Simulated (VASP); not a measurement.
# Band edges against the vacuum: AlN(110), part 3 of 3

Aim: ionisation energy and electron affinity of AlN(110), from a slab and a bulk run lined up through core potentials. The cell is generated by rule, not measured, and may not be a known phase.

VASP 6.6.1, plane waves and PAW; the level of theory is named at each step.

So far, gap on the k-mesh (eV): step 3 (band edges of the bulk) 3.36.

The structure was built from a prototype and need not be the compound's stable phase.

### Step 5. Potential and states of the slab

Level of this step: PBE; plane waves and PAW (Al, N) (VASP).

A static run writes the electrostatic potential without exchange and correlation (LVHAR), which is flat in the vacuum and gives the level to count from. The dipole correction cancels the field that unlike faces would set up across the vacuum.

INCAR reads:

```
SYSTEM = AlN
PREC = Normal
ENCUT = 440
EDIFF = 1E-06
NELM = 120
ISMEAR = 0
SIGMA = 0.03
LREAL = Auto
ALGO = Fast
GGA = PE
NBANDS = 54
LORBIT = 11
LWAVE = .FALSE.
LCHARG = .TRUE.
KPAR = 4
IDIPOL = 3
LDIPOL = .TRUE.
DIPOL = 0.5 0.5 0.5
LVHAR = .TRUE.
LVACPOTAV = .TRUE.
NEDOS = 1500
```

POSCAR reads:

```
AlN
1.0
    3.1120094763      0.0000000000      0.0000000000
    0.0000000000      4.4010460076      0.0000000000
    0.0000000000      0.0000000000     28.4480379052
Al N
9 9
Direct
    0.0000000000      0.0407246486      0.2879270479
    0.5000000000      0.4971922308      0.3338897633
    0.0000000000      0.9965267609      0.3907185123
    0.5000000000      0.4951469092      0.4450523756
    0.0000000000      0.9954286199      0.5000000000
    0.5000000000      0.4951469092      0.5549476244
    0.0000000000      0.9965267609      0.6092814877
    0.5000000000      0.4971922308      0.6661102367
    0.0000000000      0.0407246486      0.7120729521
    0.0000000000      0.7432602739      0.3351631835
    0.5000000000      0.2385937997      0.2812862689
    0.0000000000      0.7455510503      0.4451545543
    0.5000000000      0.2473898430      0.3901744665
    0.0000000000      0.7455510503      0.5548454457
    0.5000000000      0.2458003475      0.5000000000
    0.0000000000      0.7432602739      0.6648368165
    0.5000000000      0.2473898430      0.6098255335
    0.5000000000      0.2385937997      0.7187137311
```

KPOINTS reads:

```
Automatic mesh
0
Gamma
8 6 1
0 0 0
```

KPOINTS_OPT reads:

```
Line mode
14
Line-mode
Reciprocal
  0.00000000   0.00000000   0.00000000 GAMMA
  0.50000000   0.00000000   0.00000000 X

  0.50000000   0.00000000   0.00000000 X
  0.50000000   0.50000000   0.00000000 S

  0.50000000   0.50000000   0.00000000 S
  0.00000000   0.50000000   0.00000000 Y

  0.00000000   0.50000000   0.00000000 Y
  0.00000000   0.00000000   0.00000000 GAMMA

  0.00000000   0.00000000   0.00000000 GAMMA
  0.50000000   0.50000000   0.00000000 S
```

The projector-augmented-wave data sets are Al and N (PBE family, release 64).

Run with:

```bash
mpirun -np 4 vasp_std
```

The program printed:

```text
[... set-up lines as in an earlier step ...]
 entering main loop
       N       E                     dE             d eps       ncg     rms          rms(c)
DAV:   1     0.424442193182E+03    0.42444E+03   -0.27671E+04  2192   0.966E+02
DAV:   2    -0.855677012428E+02   -0.51001E+03   -0.49007E+03  2954   0.240E+02
DAV:   3    -0.151566643339E+03   -0.65999E+02   -0.65259E+02  2656   0.900E+01
DAV:   4    -0.153685809011E+03   -0.21192E+01   -0.21145E+01  2744   0.194E+01
DAV:   5    -0.153743701872E+03   -0.57893E-01   -0.57861E-01  2920   0.292E+00    0.263E+01
RMM:   6    -0.129918591005E+03    0.23825E+02   -0.75688E+01  2399   0.266E+01    0.883E+00
RMM:   7    -0.130082304668E+03   -0.16371E+00   -0.83254E+00  2667   0.111E+01    0.636E+00
RMM:   8    -0.129840365324E+03    0.24194E+00   -0.99138E-01  2668   0.361E+00    0.109E+00
RMM:   9    -0.129830798223E+03    0.95671E-02   -0.25550E-01  2832   0.156E+00    0.661E-01
RMM:  10    -0.129833913937E+03   -0.31157E-02   -0.11760E-01  2760   0.106E+00    0.398E-01
RMM:  11    -0.129831279105E+03    0.26348E-02   -0.22724E-02  2679   0.589E-01    0.106E-01
RMM:  12    -0.129831522339E+03   -0.24323E-03   -0.85485E-03  2936   0.261E-01    0.703E-02
RMM:  13    -0.129832788027E+03   -0.12657E-02   -0.25913E-03  2810   0.147E-01    0.478E-02
RMM:  14    -0.129833349009E+03   -0.56098E-03   -0.83341E-04  3014   0.794E-02    0.409E-02
RMM:  15    -0.129834130511E+03   -0.78150E-03   -0.67830E-04  2788   0.822E-02    0.313E-02
RMM:  16    -0.129834277728E+03   -0.14722E-03   -0.12735E-04  2809   0.375E-02    0.110E-02
RMM:  17    -0.129834426985E+03   -0.14926E-03   -0.11479E-04  2846   0.290E-02    0.108E-02
RMM:  18    -0.129834570420E+03   -0.14344E-03   -0.28470E-05  2797   0.166E-02    0.286E-03
RMM:  19    -0.129834681545E+03   -0.11112E-03   -0.20593E-05  2726   0.115E-02    0.715E-03
RMM:  20    -0.129834736765E+03   -0.55220E-04   -0.10154E-05  2784   0.904E-03    0.114E-03
RMM:  21    -0.129834764878E+03   -0.28114E-04   -0.38196E-06  2286   0.497E-03    0.250E-03
RMM:  22    -0.129834774111E+03   -0.92330E-05   -0.11500E-06  2168   0.299E-03    0.446E-04
RMM:  23    -0.129834775294E+03   -0.11827E-05   -0.22627E-07  1875   0.137E-03    0.245E-04
RMM:  24    -0.129834776758E+03   -0.14642E-05   -0.96866E-08  1484   0.868E-04    0.201E-04
RMM:  25    -0.129834776915E+03   -0.15687E-06   -0.35681E-08  1343   0.829E-04
 -----------------------------------------------------------------------------
|                                                                             |
|           W    W    AA    RRRRR   N    N  II  N    N   GGGG   !!!           |
|           W    W   A  A   R    R  NN   N  II  NN   N  G    G  !!!           |
|           W    W  A    A  R    R  N N  N  II  N N  N  G       !!!           |
|           W WW W  AAAAAA  RRRRR   N  N N  II  N  N N  G  GGG   !            |
|           WW  WW  A    A  R   R   N   NN  II  N   NN  G    G                |
|           W    W  A    A  R    R  N    N  II  N    N   GGGG   !!!           |
|                                                                             |
|     Did not find any points to average over, which means that no vacuum     |
|     field-free region was found. Please increase the size of  your cell     |
|     in the dimension of the dipole correction to obtain accurate            |
|     workfunction values.                                                    |
|                                                                             |
 -----------------------------------------------------------------------------

   1 F= -.12983478E+03 E0= -.12983478E+03  d E =-.843452E-11
 Start KPOINTS_OPT (optional k-point list driver)
k-point batch [1-20\70]
       N       E                     dE             ncg
DAV:   1     0.205405354407E+04   -0.27029E+05     2168
DAV:   2    -0.626539408396E+04   -0.83194E+04     2920
DAV:   3    -0.740786061845E+04   -0.11425E+04     2616
DAV:   4    -0.744621190849E+04   -0.38351E+02     2568
DAV:   5    -0.744736638163E+04   -0.11545E+01     2848
DAV:   6    -0.744740230066E+04   -0.35919E-01     2712
DAV:   7    -0.744740387937E+04   -0.15787E-02     2928
DAV:   8    -0.744740394686E+04   -0.67484E-04     2648
DAV:   9    -0.744740394929E+04   -0.24391E-05     1936
DAV:  10    -0.744740394954E+04   -0.24112E-06     1640
[...]
k-point batch [61-70\70]
       N       E                     dE             ncg
DAV:   1     0.200888030790E+04   -0.16962E+05     1080
DAV:   2    -0.216034932478E+04   -0.41692E+04     1492
DAV:   3    -0.269979598317E+04   -0.53945E+03     1312
DAV:   4    -0.271683758708E+04   -0.17042E+02     1376
DAV:   5    -0.271731027090E+04   -0.47268E+00     1432
DAV:   6    -0.271732651623E+04   -0.16245E-01     1464
DAV:   7    -0.271732724603E+04   -0.72980E-03     1496
DAV:   8    -0.271732727270E+04   -0.26671E-04     1312
DAV:   9    -0.271732727414E+04   -0.14347E-05     1056
DAV:  10    -0.271732727428E+04   -0.14020E-06      768
```

Run time: 4.3 min. Hardware: 4 MPI ranks of AMD EPYC 7R43, shared host; peak memory 1.9 GiB.

Parts of OUTCAR (step 5):

```text
   NELECT =      72.0000    total number of electrons

 dipolmoment           0.000000      0.000000     -0.000000 electrons x Angstroem

 E-fermi :   0.3836

 k-point     1 :       0.0000    0.0000    0.0000
  band No.  band energies     occupation
    ...
     32      -0.4473      2.00000
     33      -0.3445      2.00000
     34      -0.3105      2.00000
     35      -0.0925      2.00000
     36      -0.0468      2.00000
     37       2.9077      0.00000
     38       3.1214      0.00000
     39       3.3147      0.00000
     40       4.0791      0.00000
     41       4.5578      0.00000
    ...

  Total        1.6268127     -1.4069171     -2.0768667      0.0000000      0.0000000      0.0000000
  in kB        6.6895824     -5.7853544     -8.5402398      0.0000000      0.0000000      0.0000000
  external PRESSURE =      -2.5453373 kB  Pullay stress =       0.0000000 kB

 POSITION                                       TOTAL-FORCE (eV/Angst)
 -----------------------------------------------------------------------------------
      0.00000      0.17923      8.19096         0.000000     -0.011626      0.013262
      1.55600      2.18817      9.49851         0.000000     -0.005914     -0.011235
      0.00000      4.38576     11.11518         0.000000      0.006696      0.011561
      1.55600      2.17916     12.66087         0.000000     -0.004958     -0.003018
      0.00000      4.38093     14.22402         0.000000      0.027031      0.000000
      1.55600      2.17916     15.78717         0.000000     -0.004958      0.003018
      0.00000      4.38576     17.33286         0.000000      0.006696     -0.011561
      1.55600      2.18817     18.94953         0.000000     -0.005914      0.011235
      0.00000      0.17923     20.25708         0.000000     -0.011626     -0.013262
      0.00000      3.27112      9.53473         0.000000      0.003906      0.026543
      1.55600      1.05006      8.00204         0.000000     -0.002598     -0.006068
      0.00000      3.28120     12.66377         0.000000      0.002506      0.012786
      1.55600      1.08877     11.09970        -0.000000     -0.001843      0.030199
      0.00000      3.28120     15.78426         0.000000      0.002506     -0.012786
      1.55600      1.08178     14.22402         0.000000      0.000632      0.000000
      0.00000      3.27112     18.91330         0.000000      0.003906     -0.026543
      1.55600      1.08877     17.34834        -0.000000     -0.001843     -0.030199
      1.55600      1.05006     20.44600         0.000000     -0.002598      0.006068
 -----------------------------------------------------------------------------------
    total drift:                                0.000000      0.053771     -0.000022

  FREE ENERGIE OF THE ION-ELECTRON SYSTEM (eV)
  ---------------------------------------------------
  free  energy   TOTEN  =      -129.8347769150 eV

  energy  without entropy=     -129.8347769150  energy(sigma->0) =     -129.83477692

 vacuum level on the upper side and lower side of the slab         5.862         5.862

[... 7 parts as in an earlier step ...]

[... 10 further parts left out ...]
```

This step gave:

| Quantity | Value |
| --- | --- |
| electronic cycles | 25 |
| Fermi energy | 0.3836 eV |
| least gap on mesh and path | 2.650 eV |
| least direct gap on mesh and path | 2.786 eV |
| vacuum levels | 5.862, 5.862 eV |
| ionisation potentials of the upper and lower face | 5.604, 5.604 eV |
| electron affinities of the upper and lower face | 2.954, 2.954 eV |

Electronic bands along the path, in eV, zero at the valence-band top; v1 is the highest filled band, c1 the lowest empty one:

| point | v4 | v3 | v2 | v1 | c1 | c2 | c3 | c4 |
| --- | --- | --- | --- | --- | --- | --- | --- | --- |
| Γ | -0.60 | -0.57 | -0.35 | -0.30 | 2.65 | 2.86 | 3.06 | 3.82 |
| X | -1.40 | -1.35 | -0.11 | -0.06 | 2.72 | 3.13 | 3.15 | 4.10 |
| S | -1.15 | -1.10 | -0.07 | 0.00 | 4.17 | 4.20 | 5.47 | 5.68 |
| Y | -1.06 | -1.00 | -0.36 | -0.35 | 3.81 | 3.82 | 5.28 | 5.61 |
| Γ | -0.60 | -0.57 | -0.35 | -0.30 | 2.65 | 2.86 | 3.06 | 3.82 |
| S | -1.15 | -1.10 | -0.07 | 0.00 | 4.17 | 4.20 | 5.47 | 5.68 |

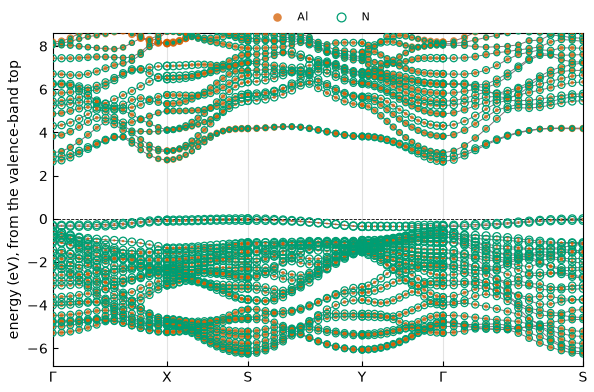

Electronic bands along the path; dots are coloured as in the legend, and their area grows with the weight.

The planar average of the electrostatic potential oscillates, so the rows of the table below give means over windows of 1.52 Å about each position, cut where the curve ends. Its maxima inside the range that stand out by 2 % of the span (Å: eV): 8.8: -3.72, 10.3: -1.12, 11.9: -1.61, 13.5: -1.48, 15.0: -1.48, 16.6: -1.61, 18.1: -1.12, 19.6: -3.72. Its minima: 8.2: -10.5, 9.5: -11.4, 11.1: -11.1, 12.7: -11.1, 14.2: -11.1, 15.7: -11.1, 17.4: -11.1, 19.0: -11.4, 20.3: -10.5.

Zero at the Fermi level. Planar average of the electrostatic potential against height; means over each step:

```csv
height (Å),planar average of the electrostatic potential (eV)
0.76,5.48
2.28,5.48
3.80,5.48
5.32,5.46
6.84,3.73
8.36,-6.87
9.88,-6.41
11.40,-6.48
12.92,-6.51
14.44,-6.51
15.96,-6.57
17.48,-6.42
19.00,-7.15
20.52,-5.22
22.04,4.98
23.56,5.47
25.08,5.48
26.60,5.48
28.12,5.48
```

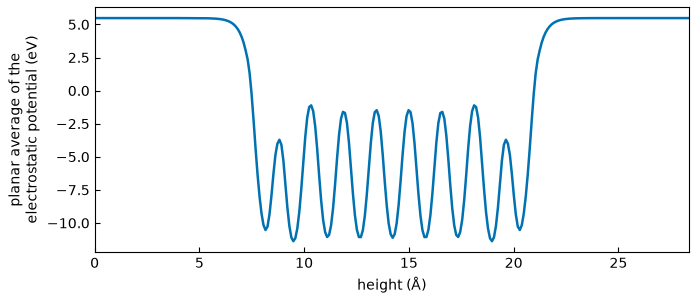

Planar average of the electrostatic potential against height.

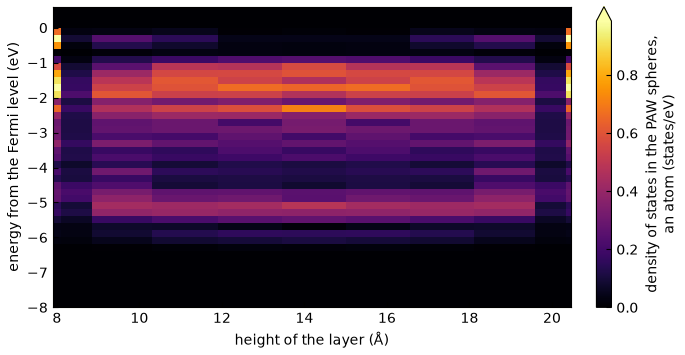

Density of states in the PAW spheres, an atom over height of the layer and energy from the Fermi level.

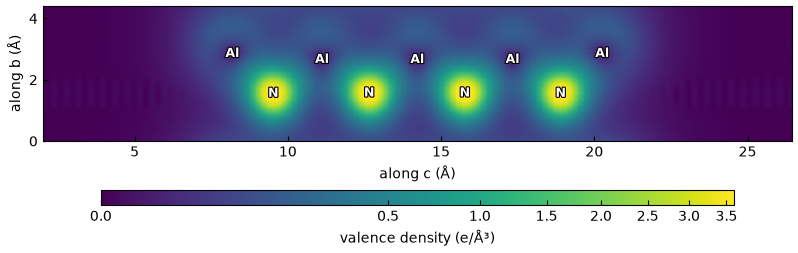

Valence density in the cb plane at fractional x = 0.000, with atoms of Al and N within 0.2 Å of it. It is the smooth field of the valence electrons, not physical close to the nuclei. The map starts off the cell's origin, so that atoms lie inside it. The colour scale is stretched toward low values. The far vacuum is left out of the map.

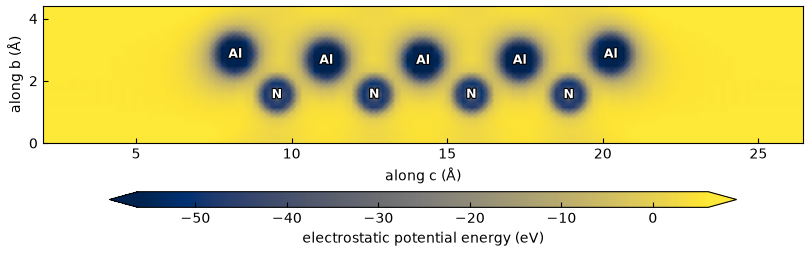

Electrostatic potential energy in the cb plane at fractional x = 0.000, with atoms of Al and N within 0.2 Å of it. With pseudopotentials it is smooth inside the atoms' cores, unlike the true potential. The map starts off the cell's origin, so that atoms lie inside it. The far vacuum is left out of the map.

The map of layer states is cut here 0.5 eV above the Fermi level, so it leaves out the states above that.

The vacuum level lies 5.60 eV above the highest filled level at the upper face; both faces agree, as the slab has next to no dipole.

The program found no field-free point at its default tolerance, but its printed level agrees with the flat part of the planar average.

### Step 6. Lining up bulk and slab

This step: band edges against the vacuum, PBE; plane waves and PAW (VASP 6.6.1).

This step runs nothing: it gathers the runs above.

Numbers from this step:

```yaml
ionisation_energy: 6.200 eV
offset_spread: 0.02500 eV
bulk_gap: 3.357 eV
slab_gap: 2.650 eV
electron_affinity: 2.843 eV
buckling: 0.1889 Å
tilt: 12.24 degree
surface_energy_relaxed: 2.240 J/m²
```

The averaged core potentials of the four middle atoms lie -6.097 eV from those of the bulk run. The bulk valence top (5.759 eV), moved by that offset, is taken from the upper vacuum level (5.862 eV).

### Step 7. Outcome

```
ionisation energy       : 6.20 eV
electron affinity       : 2.84 eV
buckling                : 0.189 Å
surface energy, relaxed : 2.24 J/m²
```

What this shows: The bulk valence-band top lies 6.20 eV below the vacuum of AlN(110), and the conduction-band bottom 2.84 eV. The top layer buckles by 0.19 Å, a tilt of 12°, with N outermost. The surface costs 2.24 J/m². The slab's least gap is 2.65 eV, against 3.36 eV in the bulk. Confinement widens it, surface states can narrow it, and the two gaps need not lie at the same wave vector; the faces' own affinities count to the slab's lowest empty state. The offsets of the four middle atoms spread by 0.02 eV; a shift common to all four would not show in it. The bulk edges are read on a mesh, so a band minimum between its points makes the gap too large and the affinity too small. One thickness was run. Semilocal band edges put the valence top too high and the gap too small.

[Lines on the potential files, build, host, timing and source positions are cut from VASP's logs without a mark.]

[Logs are printed without paths, hosts, clocks, repeated set-up lines and the standing remarks that a program may print on its own settings, such as how far it seeks lower states.]

[Hosts, paths, dates, database ids (printed as entryN), source tags and the programs' standing remarks are cut or masked in the printed files.]

[Runs that stopped without an error message from VASP are left out.]
